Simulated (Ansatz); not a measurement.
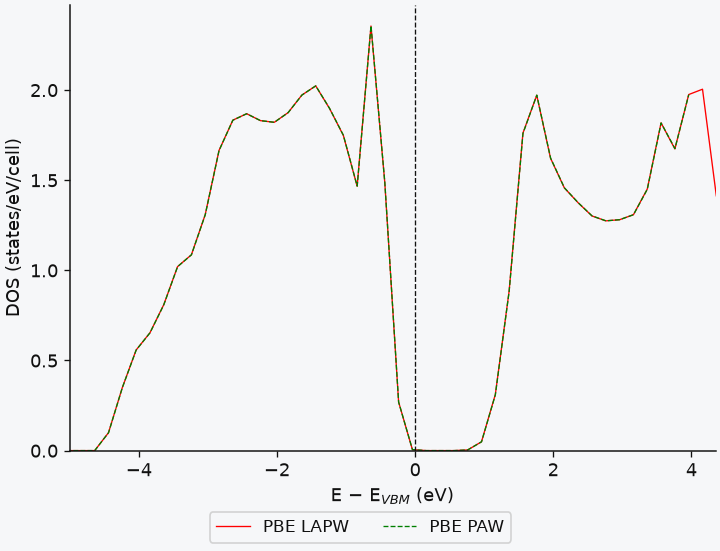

Total densities of states of TePb, space group Fm-3m, 2 atoms in the cell, by two methods on the same cell. Each is counted from its own valence-band top.

> How do the methods compare?

The gap hardly changes: PBE LAPW gives a gap of 0.72 eV and PBE PAW gives a gap of 0.72 eV.

Settings. PBE LAPW: DFT, PBE, all-electron LAPW, scalar-relativistic, no spin polarisation, 10×10×10 k mesh (Ansatz 0.2.0). PBE PAW: DFT, PBE, PAW with Ansatz's default frozen-core files, scalar-relativistic, no spin polarisation, 10×10×10 k mesh, 420 eV cutoff, Fermi-Dirac smearing of 0.03 eV (Ansatz).

Spin-orbit coupling is left out, which matters for Pb and Te.
